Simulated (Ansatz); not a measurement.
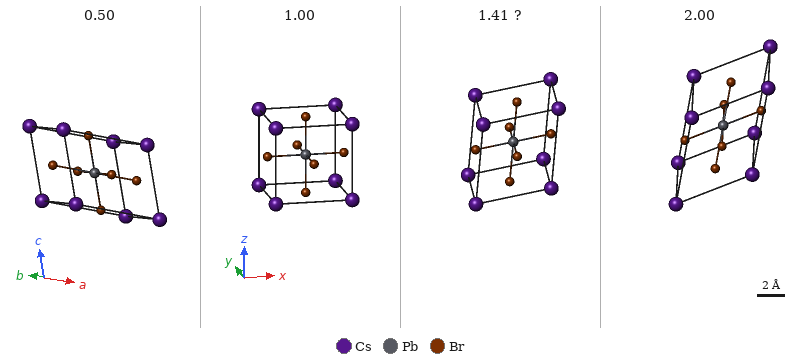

Energy scan for crystalline CsPbBr₃ (Pm-3m), in which the ratio of the cell's length along [111] to its lengths across, counted as 1 for the reference, is changed at fixed volume (a trigonal path), with the atoms kept at their fractional coordinates. x, y and z are the Cartesian axes of the input. The picture is a ball-and-stick view of the cell of the calculation, seen slightly off an axis.

Level of theory: DFT PBE, scalar-relativistic, plane waves, PAW (Ansatz 0.2.0). Settings: plane-wave cutoff 420 eV; k-point mesh 6 × 6 × 6; occupations gaussian; smearing width 0.05 eV; no spin polarisation. Energies (free energies at the smearing named) are counted from the cell as listed in its source, which wasn't relaxed.

```csv
axial ratio over its reference value,ΔE (meV/atom)
0.50,499
0.60,236
0.71,95
0.85,19
0.93,4
1.00,0
1.20,25
1.41,?
1.70,314
2.00,662
```

> One row is withheld. What is its energy?

A straight line between the two neighbours gives 146 meV/atom. A cubic through the four nearest rows (1.00, 1.20, 1.70, 2.00) gives, with Lagrange weights, (−0.2567)(0) + (0.8769)(25) + (0.4838)(314) + (−0.1040)(662) = 105 meV/atom. The calculation gives 103 meV/atom, so the cubic is 2 meV/atom too high and the straight line 43 meV/atom too high, as the curve bends upwards here.

The whole profile:

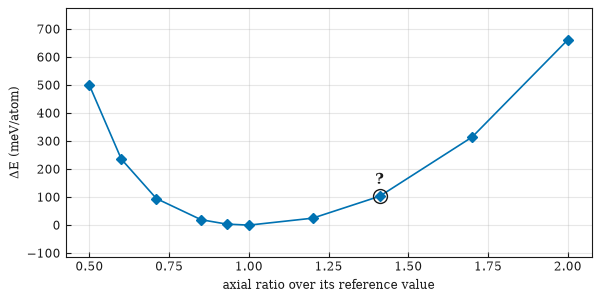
